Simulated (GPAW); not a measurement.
# Quasiparticle gap of CaO (honeycomb monolayer) in GPAW

Wanted: ground state, empty states, screening and self-energy for CaO (honeycomb monolayer).

Program: GPAW 26.7.0. Level of theory: LDA and many-body steps on it, plane waves. Results are calculated unless marked as measured.

## Step 1: The structure

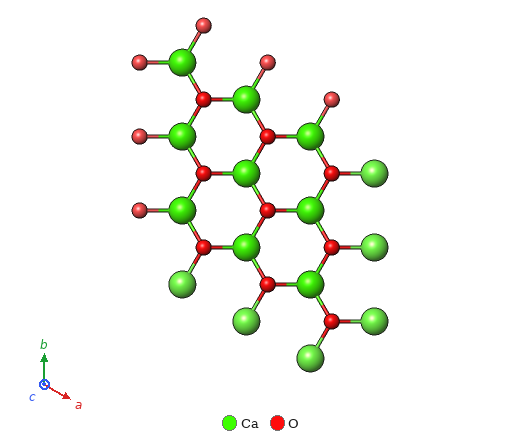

The cell as given, from above (calcium green, oxygen red). 3×3×1 cells are drawn. Some periodic images of atoms are drawn too.

The cell holds 2 atoms: 1 Ca and 1 O. Its edges and angles: a = 3.586 Å, b = 3.586 Å, c = 11.400 Å, α = 90.0°, β = 90.0°, γ = 120.0°. Vacuum lies along c.

Structure file:

```cif
data_structure
_symmetry_space_group_name_H-M 'P 1'
_symmetry_Int_Tables_number 1
_cell_length_a 3.5860
_cell_length_b 3.5860
_cell_length_c 11.4000
_cell_angle_alpha 90.000
_cell_angle_beta 90.000
_cell_angle_gamma 120.000
_cell_volume 126.95
loop_
_atom_site_label
_atom_site_type_symbol
_atom_site_fract_x
_atom_site_fract_y
_atom_site_fract_z
_atom_site_occupancy
Ca1 Ca 0.33333 0.66667 0.48246 1
O2 O 0.66667 0.33333 0.51754 1
```

The start is a generated structure, not a measured one.

## Step 2: Relaxation

This step: GPAW 26.7.0; DFT, LDA, plane waves, PAW.

A relaxation at this level of theory: leftover forces would pass straight into the levels.

run.py

```python
import json
import numpy as np
from gpaw.mpi import world
from ase import Atoms
from ase.constraints import FixSymmetry
from ase.filters import FrechetCellFilter
from ase.optimize import BFGS
from gpaw import GPAW, PW, FermiDirac

atoms = Atoms(['Ca', 'O'],
    cell=[[3.5859624053, 0.0000000000, 0.0000000000],
      [-1.7929812026, 3.1055345400, 0.0000000000],
      [0.0000000000, 0.0000000000, 11.4000000000]],
    scaled_positions=[[0.3333333333, 0.6666666667, 0.4824561404],
      [0.6666666667, 0.3333333333, 0.5175438596]],
    pbc=(True, True, False))
atoms.set_constraint(FixSymmetry(atoms))
atoms.calc = GPAW(mode=PW(700),
    xc='LDA',
    kpts={'size': (9, 9, 1), 'gamma': True},
    occupations=FermiDirac(0.02),
    convergence={'density': 1e-5},
    txt='relax.txt')
steps = []
opt = BFGS(FrechetCellFilter(atoms, mask=[1, 1, 0, 0, 0, 1]), logfile='bfgs.log')
opt.attach(lambda: steps.append([atoms.get_potential_energy(), atoms.cell[:], atoms.positions.copy(), atoms.get_forces()]))
converged = opt.run(fmax=0.03, steps=50)
res = {'converged': bool(converged), 'steps': steps, 'cell': atoms.cell[:], 'frac': atoms.get_scaled_positions()}

if world.rank == 0:
    with open('result.json', 'w') as f:
        json.dump(res, f, default=lambda x: x.tolist())
```

On the command line:

```console
$ mpirun -n 4 gpaw python run.py
```

The program printed:

```text
Step     Time          Energy          fmax
BFGS:    0       -12.803860        0.922807
BFGS:    1       -12.843346        0.889635
BFGS:    2       -13.016145        0.821261
BFGS:    3       -13.031136        0.454085
BFGS:    4       -13.044573        0.275191
BFGS:    5       -13.056019        0.090765
BFGS:    6       -13.057914        0.014759
```

It took 34 s on 4 MPI ranks of Arm Neoverse V1, shared host; peak memory 0.94 GiB.

The steps of the relaxation:

```csv
step,energy less that of the first step (eV),largest force (eV/Å)
1,0.0000,0.9228
2,-0.0395,0.8896
3,-0.2123,0.2855
4,-0.2273,0.3522
5,-0.2407,0.2752
6,-0.2522,0.0908
7,-0.2541,0.0104
```

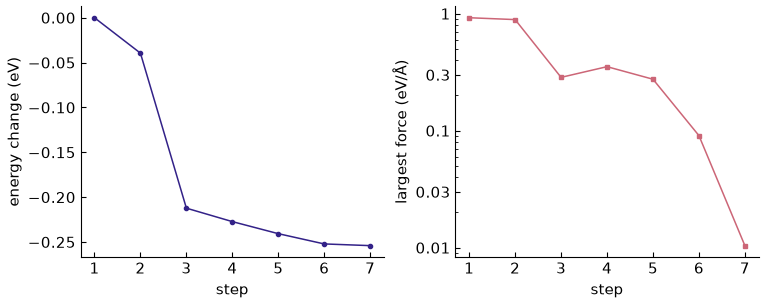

Energy and largest force along the relaxation.

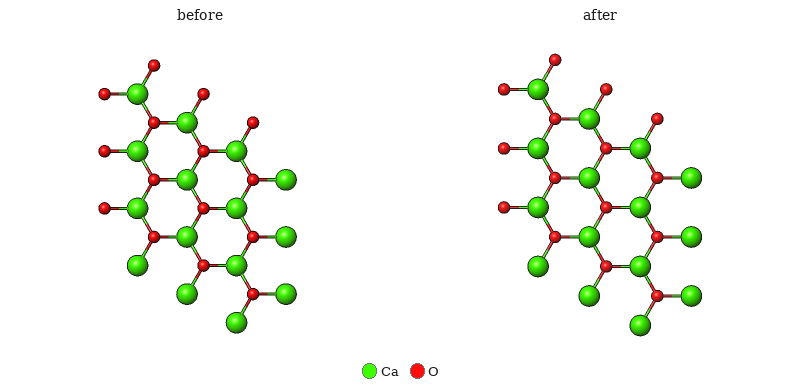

Before and after, at one scale.

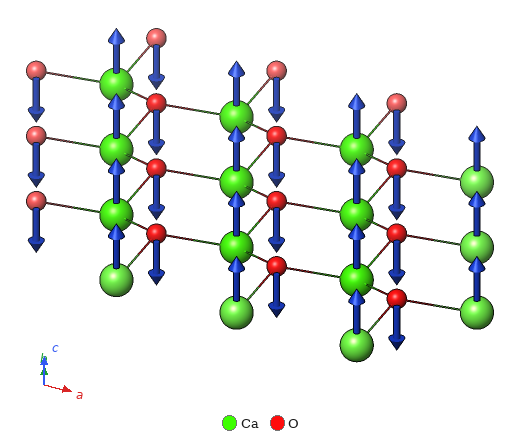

Displacements in the relaxation, exaggerated; the longest in the cell stands for 0.20 Å. 3×3×1 cells are drawn. Some periodic images of atoms are drawn too.

The atoms that moved most (Å):

```csv
atom,dx,dy,dz,length
Ca1,0.000,0.000,0.198,0.198
O2,0.000,0.000,-0.198,0.198
```

The relaxed structure:

```
Ca O
1.0
     3.70324    0.00000    0.00000
    -1.85162    3.20710    0.00000
     0.00000    0.00000   11.40000
Ca O
1 1
Direct
  0.33333 0.66667 0.49983
  0.66667 0.33333 0.50014
```

## Step 3: Ground state

The ground-state density comes first.

run.py

```python
import json
import numpy as np
from gpaw.mpi import world
from ase import Atoms
from gpaw import GPAW, PW, FermiDirac

atoms = Atoms(['Ca', 'O'],
    cell=[[3.7032436806, 0.0000000000, 0.0000000000],
      [-1.8516218403, 3.2071031038, 0.0000000000],
      [0.0000000000, 0.0000000000, 11.4000000000]],
    scaled_positions=[[0.3333333333, 0.6666666667, 0.4998266643],
      [0.6666666667, 0.3333333333, 0.5001449729]],
    pbc=(True, True, False))
calc = GPAW(mode=PW(600),
    xc='LDA',
    kpts={'size': (9, 9, 1), 'gamma': True},
    occupations=FermiDirac(0.001),
    nbands=-7,
    convergence={'density': 1e-6, 'bands': -3},
    maxiter=100,
    txt='gs.txt')
atoms.calc = calc
res = {'energy': atoms.get_potential_energy()}
kpts = calc.get_ibz_k_points()
res['kpts'] = kpts
res['eigenvalues'] = [calc.get_eigenvalues(kpt=k) for k in range(len(kpts))]
res['n_electrons'] = calc.get_number_of_electrons()
calc.write('gs.gpw')

if world.rank == 0:
    with open('result.json', 'w') as f:
        json.dump(res, f, default=lambda x: x.tolist())
```

On the command line:

```console
$ mpirun -n 4 gpaw python run.py
```

The program printed:

```text
__  _  _
 | _ |_)|_||  |
 |__||  | ||/\| - 26.7.0

Input parameters:
  mode=PW(ecut=600.0),
  convergence={'density': 1e-06, 'bands': -3},
  kpts=MonkhorstPack(size=(9, 9, 1), gamma=True),
  maxiter=100,
  nbands=-7,
  occupations=Occupations(name='fermi-dirac', width=0.001, fixmagmom=False),
  xc=XC(name='LDA')
  [... matrices ...]
Diagonalizing LCAO Hamiltonian
Converting LCAO to pw mode

        Ca O

Atoms  # Å, Bohr magnetons
|   | symbol |         x |        y |        z |    initial magnetic moments |
| 0 |     Ca | -0.000000 | 2.138069 | 5.698024 | ( 0.0000,  0.0000,  0.0000) |
| 1 |      O |  1.851622 | 1.069034 | 5.701653 | ( 0.0000,  0.0000,  0.0000) |

Unit cell  # Å
| periodic |         x |        y |         z |   lengths |     angles |
|      yes |  3.703244 | 0.000000 |  0.000000 |  3.703244 |  90.000000 |
|      yes | -1.851622 | 3.207103 |  0.000000 |  3.703244 |  90.000000 |
|       no |  0.000000 | 0.000000 | 11.400000 | 11.400000 | 120.000000 |

Number of symmetries: 6
Symmetry operations  # r_c * U_cc + t_c -> r_c
|   | kind |            matrix            |
| 0 |  σ   |  1, 1, 0,  0,-1, 0,  0, 0, 1 |
| 1 |  E   |  1, 0, 0,  0, 1, 0,  0, 0, 1 |
| 2 |  C3  |  0, 1, 0, -1,-1, 0,  0, 0, 1 |
| 3 |  σ   |  0,-1, 0, -1, 0, 0,  0, 0, 1 |
| 4 |  σ   | -1, 0, 0,  1, 1, 0,  0, 0, 1 |
| 5 |  C3  | -1,-1, 0,  1, 0, 0,  0, 0, 1 |

BZ-sampling:
  Number of BZ points: 81
  Number of IBZ points: 12

  Monkhorst-Pack size: [9, 9, 1]
  Monkhorst-Pack shift: [0, 0, 0]

K-points  # in reciprocal-cell coordinates
|     |                                coordinates |     weight |
|   0 | (  0.00000000,   0.00000000,   0.00000000) | 0.01234568 |
|   1 | (  0.11111111,   0.00000000,   0.00000000) | 0.07407407 |
|   2 | (  0.22222222,  -0.11111111,   0.00000000) | 0.07407407 |
|   3 | (  0.22222222,   0.00000000,   0.00000000) | 0.07407407 |
|   4 | (  0.33333333,  -0.11111111,   0.00000000) | 0.14814815 |
|   5 | (  0.33333333,   0.00000000,   0.00000000) | 0.07407407 |
|   6 | (  0.33333333,   0.33333333,   0.00000000) | 0.02469136 |
|   7 | (  0.44444444,  -0.22222222,   0.00000000) | 0.07407407 |
|   8 | (  0.44444444,  -0.11111111,   0.00000000) | 0.14814815 |
|   9 | (  0.44444444,   0.00000000,   0.00000000) | 0.07407407 |
| ... |                                            |            |
|  11 | (  0.44444444,   0.44444444,   0.00000000) | 0.07407407 |

Plane wave coefficients: 4543
Cutoff: 600.0 eV

Spin-components: 1 (collinear spins)
Bands:           15
Projectors:      10
Spin-degeneracy: 2
Datatype:        complex128

  Storage: CPU
  Wave functions: 13_072_320 bytes (3_268_080 per core)
  Projectors: 18_301_248 bytes (4_575_312 per core)
  [... matrices ...]
Parallelization:
  kpt:    4
  domain: 1
  band:   1

Density:
  Valence electrons: 16.0
  Components: 1
  Grid points: [21 21 70]
  Charge: 0.0  # |e|

Potential:
  Grid points: [21 21 70]

species:
  Ca:
    name:    Calcium
    Z:       20.0
    valence: 10
    core:    10
    charge:  0.0  # [|e|]
    compensation charges:
      type: gauss
      rc: 0.37  # [Å]
      lmax: 2
    cutoffs:
      filter: 2.10  # [Å]
      core: 1.17  # [Å]
    projectors
    | kind |    occ | energy [eV] | rcut [Å] |
    |   3s |  2.000 |     -46.826 |    1.175 |
    |   4s |  2.000 |      -3.864 |    1.175 |
    |   3p |  6.000 |     -27.986 |    1.154 |
    |    p |        |      -0.774 |    1.154 |
    |    d |        |       0.000 |    0.937 |

    Using partial waves for Ca as LCAO basis

  O:
    name:    Oxygen
    Z:       8.0
    valence: 6
    core:    2
    charge:  0.0  # [|e|]
    compensation charges:
      type: gauss
      rc: 0.21  # [Å]
      lmax: 2
    cutoffs:
      filter: 1.17  # [Å]
      core: 0.83  # [Å]
    projectors
    | kind |    occ | energy [eV] | rcut [Å] |
    |   2s |  2.000 |     -23.752 |    0.688 |
    |   2p |  4.000 |      -9.195 |    0.598 |
    |    s |        |       3.459 |    0.688 |
    |    p |        |      18.016 |    0.598 |
    |    d |        |       0.000 |    0.619 |

    Using partial waves for O as LCAO basis

Reference energy: -20494.320923  # eV

eigensolver:
  PPCG
  Converge bands: -3
  niter=2

density mixing:
  MSR1-Mixer
  Pratt-step length: 0.05
  Maximum mixing coefficient: 0.75
  Old densities: 10
  SVD Regularization: 0.005
  Good broyden scale: 1.0
  Trust region scale: 1.0
  Backstep threshold: 4.0
  History deletion threshold: 6.0
  Fourier metric: weight=20.0, sigma=0.015

occupation numbers:
  Fermi-Dirac:
    width: 0.0010  # eV

poisson solver:
  ecut: 4800.0  # eV

xc functional:
  name: None

Initialization done in: 0.831 s

convergence criteria:
- Maximum integral of absolute [dens]ity change: 1e-06 electrons / valence electron
- Maximum [total energy] change in last 3 cyles: 0.0005 eV / valence electron
- Maximum integral of absolute [eigenst]ate change: 4e-08 eV^2 / valence electron
maximum number of iterations: 100

SCF iterations
|iter     |     time |      energy | eigst |  dens |
|iter:   1|  |  -16.204085 | +2.70 |       |
|iter:   2|  |  -15.355857 | +0.79 | -0.82 |
|iter:   3|  |  -13.140830 | +0.24 | -0.87 |
|iter:   4|  |  -13.020765 | -0.51 | -1.25 |
|iter:   5|  |  -12.983430 | -0.83 | -1.54 |
|iter:   6|  |  -12.982421 | -1.79 | -2.25 |
|iter:   7|  |  -12.982489c| -1.73 | -2.66 |
|iter:   8|  |  -12.982480c| -1.56 | -3.30 |
|iter:   9|  |  -12.982480c| -1.80 | -4.02 |
|iter:  10|  |  -12.982480c| -2.10 | -4.81 |
|iter:  11|  |  -12.982480c| -2.40 | -5.27 |
|iter:  12|  |  -12.982480c| -2.97 | -5.98 |
|iter:  13|  |  -12.982480c| -3.37 | -6.44c|
|iter:  14|  |  -12.982480c| -3.79 | -7.28c|
|iter:  15|  |  -12.982480c| -4.36 | -8.11c|
|iter:  16|  |  -12.982480c| -4.83 | -8.58c|
|iter:  17|  |  -12.982480c| -5.69 | -9.18c|
|iter:  18|  |  -12.982480c| -6.19 | -9.70c|
|iter:  19|  |  -12.982480c| -6.98 |-10.18c|
|iter:  20|  |  -12.982480c| -7.31 |-10.50c|
|iter:  21|  |  -12.982480c| -8.11c|-10.91c|

Converged in 21 steps
SCF loop duration: 7.758 s (0.369 s/step)
Energy contributions relative to reference atoms: (reference = -20494.320923)
  [... matrices ...]
Energy contributions:
  Kinetic:          13.545393
  Coulomb:         -10.176567
  Zero:             -0.618121
  External:          0.000000
  Xc:              -15.733186
  Entropy:          -0.000000
  Spinorbit:         0.000000
  ----------------------------
  Free energy:     -12.982480
  Extrapolated:    -12.982480

dipole moment: (-2.519985, 1.454915, -0.002815)  # |e|*Ang

Fermi level: -2.652
Eigenvalues  # (at kpt = [0.000, 0.000, 0.000])
| band index |      eig [eV] | occ [0-2] |
|          0 |       -39.851 |     2.000 |
|          1 |       -21.430 |     2.000 |
|          2 |       -21.047 |     2.000 |
|          3 |       -21.047 |     2.000 |
|          4 |       -17.285 |     2.000 |
|          5 |        -3.723 |     2.000 |
|          6 |        -3.723 |     2.000 |
|          7 |        -3.294 |     2.000 |
|          8 |        -0.164 |     0.000 |
|          9 |         1.520 |     0.000 |
|         10 |         2.225 |     0.000 |
|         11 |         4.109 |     0.000 |
|         12 |         4.839 |     0.000 |
|         13 |         4.839 |     0.000 |
|         14 |         5.262 |     0.000 |

Gap: 2.620 eV
Transition (v -> c):
  (s=0, k=11, n=7, [0.44, 0.44, 0.00]) -> (s=0, k=0, n=8, [0.00, 0.00, 0.00])
Direct/indirect transitions are different
Direct gap: 3.130 eV
Transition at: (s=0, k=0, n=7, [0.00, 0.00, 0.00])
vacuum-level: 1.831  # V
# Writing to gs.gpw (mode='')
  [... matrices ...]
```

It took 11 s on 4 MPI ranks; peak memory 0.73 GiB.

This step gave:

```
total energy               : -12.98 eV
gap                        : 2.620 eV
k of the valence top       : 0.4444, 0.4444, 0
k of the conduction bottom : 0, 0, 0
least direct gap           : 3.130 eV
```

The gap is indirect, with the least direct gap 0.51 eV higher.

## Step 4: Bands along the symmetry lines

The cheap functional maps the bands first; the places of the edges decide which points the dearer methods must see.

run.py

```python
import json
import numpy as np
from gpaw.mpi import world
from gpaw import GPAW

path = [[0.000000, 0.000000, 0.000000],
    [0.062500, 0.000000, 0.000000],
    [0.125000, 0.000000, 0.000000],
    [0.187500, 0.000000, 0.000000],
    [0.250000, 0.000000, 0.000000],
    [0.312500, 0.000000, 0.000000],
    [0.375000, 0.000000, 0.000000],
    [0.437500, 0.000000, 0.000000],
    [0.500000, 0.000000, 0.000000],
    [0.479167, 0.041667, 0.000000],
    [0.458333, 0.083333, 0.000000],
    [0.437500, 0.125000, 0.000000],
    [0.416667, 0.166667, 0.000000],
    [0.395833, 0.208333, 0.000000],
    [0.375000, 0.250000, 0.000000],
    [0.354167, 0.291667, 0.000000],
    [0.333333, 0.333333, 0.000000],
    [0.291667, 0.291667, 0.000000],
    [0.250000, 0.250000, 0.000000],
    [0.208333, 0.208333, 0.000000],
    [0.166667, 0.166667, 0.000000],
    [0.125000, 0.125000, 0.000000],
    [0.083333, 0.083333, 0.000000],
    [0.041667, 0.041667, 0.000000],
    [0.000000, 0.000000, 0.000000]]
calc = GPAW('gs.gpw').fixed_density(kpts=path,
    symmetry='off',
    nbands=18,
    convergence={'bands': 14},
    txt='bands.txt')
res = {}
kpts = calc.get_ibz_k_points()
res['kpts'] = kpts
res['eigenvalues'] = [calc.get_eigenvalues(kpt=k) for k in range(len(kpts))]
res['n_electrons'] = calc.get_number_of_electrons()

if world.rank == 0:
    with open('result.json', 'w') as f:
        json.dump(res, f, default=lambda x: x.tolist())
```

On the command line:

```console
$ mpirun -n 4 gpaw python run.py
```

The program printed:

```text
Diagonalizing LCAO Hamiltonian
Converting LCAO to pw mode
convergence criteria:
- Maximum integral of absolute [eigenst]ate change: 4e-08 eV^2 / valence electron
maximum number of iterations: 100

SCF iterations
|iter     |     time |      energy | eigst |  dens |
|iter:   1|  |             | +2.78 |       |
|iter:   2|  |             | +1.18 |       |
|iter:   3|  |             | +0.27 |       |
[...]
|iter:   9|  |             | -5.92 |       |
|iter:  10|  |             | -7.03 |       |
|iter:  11|  |             | -7.65c|       |
SCF steps: 11
  __  _  _
 | _ |_)|_||  |
 |__||  | ||/\| - 26.7.0

Input parameters:
  mode=PW(ecut=600.0),
  convergence={'bands': 14},
  gpts=array([21, 21, 70]),
  kpts=KPoints(kpts=array([[0.      , 0.      , 0.      ],
         [0.0625  , 0.      , 0.      ],
         [0.125   , 0.      , 0.      ],
         [0.1875  , 0.      , 0.      ],
[...]
[0.479167, 0.041667, 0.      ],
         [0.458333, 0.083333, 0.      ],
[...]
[0.416667, 0.166667, 0.      ],
[...]
[0.25    , 0.25    , 0.      ],
[...]
[0.125   , 0.125   , 0.      ],
         [0.083333, 0.083333, 0.      ],
         [0.041667, 0.041667, 0.      ],
         [0.      , 0.      , 0.      ]])),
  maxiter=100,
  nbands=18,
  occupations=Occupations(name='fermi-dirac', width=0.001, fixmagmom=False),
  parallel={},
  symmetry=Symmetry(point_group=False, time_reversal=False),
  xc=XC(name='LDA')
  [... matrices ...]
timing:  # [seconds]
  Total: 0.028  # ━━━━━━━━━━━━━━━━━━━━━━━━━━━━━━━━━━━━━━━━━━━━━━━━━━━━━━━━━━━
```

It took 12 s on 4 MPI ranks; peak memory 0.8 GiB; 49 s of CPU time.

This step gave:

| Quantity | Value |
| --- | --- |
| gap | 2.608 eV |
| k of the valence top | 0.5, 0, 0 |
| k of the conduction bottom | 0, 0, 0 |
| least direct gap | 3.130 eV |

The gap is 2.608 eV, −0.012 eV from the run before at this level.

The electronic bands at the labelled points (eV, zero at the top of the highest filled band; v1 is the highest filled band, c1 the lowest empty one):

```csv
point,v4,v3,v2,v1,c1,c2,c3,c4
Γ,-14.51,-0.95,-0.95,-0.52,2.61,4.29,5.00,6.88
M,-13.52,-1.06,-0.61,0.00,5.31,5.92,5.99,7.07
K,-13.39,-0.78,-0.59,-0.07,5.17,5.37,5.96,7.84
Γ,-14.51,-0.95,-0.95,-0.52,2.61,4.29,5.00,6.88
```

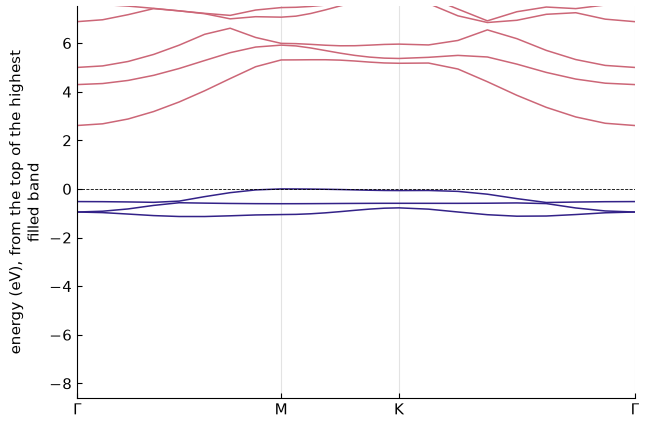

Electronic bands along the path; lines of filled and empty bands in two colours.

## Step 5: Empty states on the mesh, 9×9×1 mesh, 229 bands

The sums over transitions need many empty states on a uniform mesh; this step solves for them.

run.py

```python
import json
import numpy as np
from gpaw.mpi import world
from gpaw import GPAW

calc = GPAW('gs.gpw').fixed_density(kpts={'size': (9, 9, 1), 'gamma': True},
    nbands=267,
    convergence={'bands': 229},
    txt='nscf.txt')
calc.write('full.gpw', mode='all')
res = {}
kpts = calc.get_ibz_k_points()
res['kpts'] = kpts
res['eigenvalues'] = [calc.get_eigenvalues(kpt=k) for k in range(len(kpts))]
res['n_electrons'] = calc.get_number_of_electrons()

if world.rank == 0:
    with open('result.json', 'w') as f:
        json.dump(res, f, default=lambda x: x.tolist())
```

On the command line:

```console
$ mpirun -n 4 gpaw python run.py
```

The program printed:

```text
Diagonalizing LCAO Hamiltonian
Converting LCAO to pw mode
convergence criteria:
- Maximum integral of absolute [eigenst]ate change: 4e-08 eV^2 / valence electron
maximum number of iterations: 100

SCF iterations
|iter     |     time |      energy | eigst |  dens |
|iter:   1|  |             | +4.80 |       |
|iter:   2|  |             | +3.58 |       |
|iter:   3|  |             | +2.47 |       |
[...]
|iter:  14|  |             | -6.80 |       |
|iter:  15|  |             | -7.25 |       |
|iter:  16|  |             | -7.56c|       |
SCF steps: 16
  __  _  _
 | _ |_)|_||  |
 |__||  | ||/\| - 26.7.0

Input parameters:
  mode=PW(ecut=600.0),
  convergence={'bands': 229},
  gpts=array([21, 21, 70]),
  kpts=MonkhorstPack(size=(9, 9, 1), gamma=True),
  maxiter=100,
  nbands=267,
  occupations=Occupations(name='fermi-dirac', width=0.001, fixmagmom=False),
  parallel={},
  xc=XC(name='LDA')
# Writing to full.gpw (mode='all')
  [... matrices ...]

timing:  # [seconds]
  Total: 0.101  # ━━━━━━━━━━━━━━━━━━━━━━━━━━━━━━━━━━━━━━━━━━━━━━━━━━━━━━━━━━━
```

Elapsed: 2.5 min, on 4 MPI ranks; peak memory 1.2 GiB; 9.8 min of CPU time.

Numbers from this step:

* gap: 2.620 eV
* k of the valence top: 0.4444, 0.4444, 0
* k of the conduction bottom: 0, 0, 0
* least direct gap: 3.130 eV
* k points computed: 12
* lowest point of the top converged band, above the valence top: 77.7019 eV

On this mesh the gap is 2.620 eV.

(Continued in part 2 of 2.)

[Paths, hosts, dates, memory and timing lines, banners, echoed tables and standing remarks are left out of the program output.]

[Logs are printed without paths, hosts, clocks, repeated set-up lines and the standing remarks that a program may print on its own settings, such as how far it seeks lower states.]

[Runs of the session that timed out or met a known fault of the program may be left out.]

[Hosts, paths, dates, database ids (printed as entryN), source tags and the programs' standing remarks are cut or masked in the printed files.]
